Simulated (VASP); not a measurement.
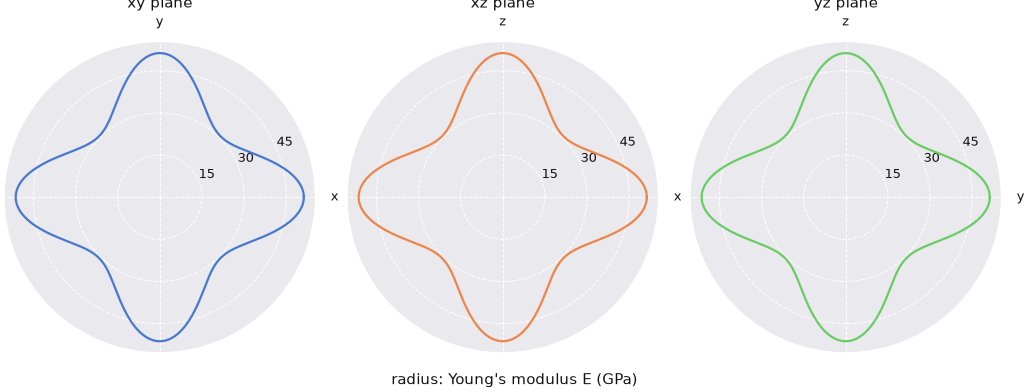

The plot gives the computed Young's modulus as a function of direction in the xy, xz and yz planes.

Calculation (VASP 6.6.1): plane-wave DFT, no spin polarisation; elastic constants in Voigt order on the axes of the given cell. Level: LDA.

### For which of these solids was it computed?
A. BeS, F-43m (No. 216), 13.8 Å³/atom
B. AlP, F-43m (No. 216), 20.1 Å³/atom
C. CsH, Pm-3m (No. 221), 24.3 Å³/atom

C, CsH: E along x, y, z: 51.3, 51.3, 51.3 GPa. The others give: AlP, E along x, y, z: 85.4, 85.4, 85.4 GPa; BeS, E along x, y, z: 128, 128, 128 GPa.

For AlP, limits of the calculation: lda forms differ.

For BeS, limits of the calculation: lda forms differ.
